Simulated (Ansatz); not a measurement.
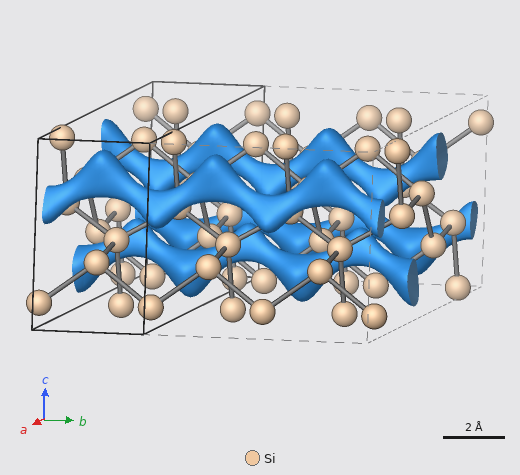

Crystal voids of Si (C2/m, No. 12): the blue surface encloses the regions where the procrystal electron density, the sum of the densities of spherically averaged neutral Hartree-Fock atoms, is below 0.007 e/bohr³ (1×3×1 cells, view slightly off an axis). No self-consistent density enters. Pale faces close the region where the drawn box cuts it. The usual level for crystal voids is 0.002 e/bohr³; this crystal has almost no region below it, so a higher level is used, which marks the interstitial space of lowest density.

Origin of the cell: coordinates from a relaxation with DFT r2SCAN, scalar-relativistic, plane waves, PAW (Ansatz 0.2.0).

```
CELL_PARAMETERS angstrom
13.84504 0.00000 0.00000
0.00000 3.84728 0.00000
-0.74990 0.00000 6.29394
ATOMIC_POSITIONS crystal
Si 0.05562 0.00000 0.87422
Si 0.44438 0.50000 0.12578
Si 0.05902 0.50000 0.65348
Si 0.44098 0.00000 0.34652
Si 0.21281 0.00000 0.05738
Si 0.28719 0.50000 0.94262
Si 0.22706 0.50000 0.58554
Si 0.27294 0.00000 0.41446
Si 0.55562 0.50000 0.87422
Si 0.94438 0.00000 0.12578
Si 0.55902 0.00000 0.65348
Si 0.94098 0.50000 0.34652
Si 0.71281 0.50000 0.05738
Si 0.78719 0.00000 0.94262
Si 0.72706 0.00000 0.58554
Si 0.77294 0.50000 0.41446
```

### What share of the cell is void by this measure?

The voids take about 4.4 % of the cell (15 Å³ of 335.3 Å³) and are bounded by about 59 Å² of surface per cell.

### Are the voids connected in the whole crystal?

Where they connect, they form one-dimensional channels along [010].

### How low does the density fall, and where?

To about 0.005 e/bohr³ near 0.11, 0.50, 0.22 (fractional), 2.6 Å from the nearest nucleus.

### At what density do the voids first join through the crystal?

At about 0.006 e/bohr³, as one-dimensional channels along [010].
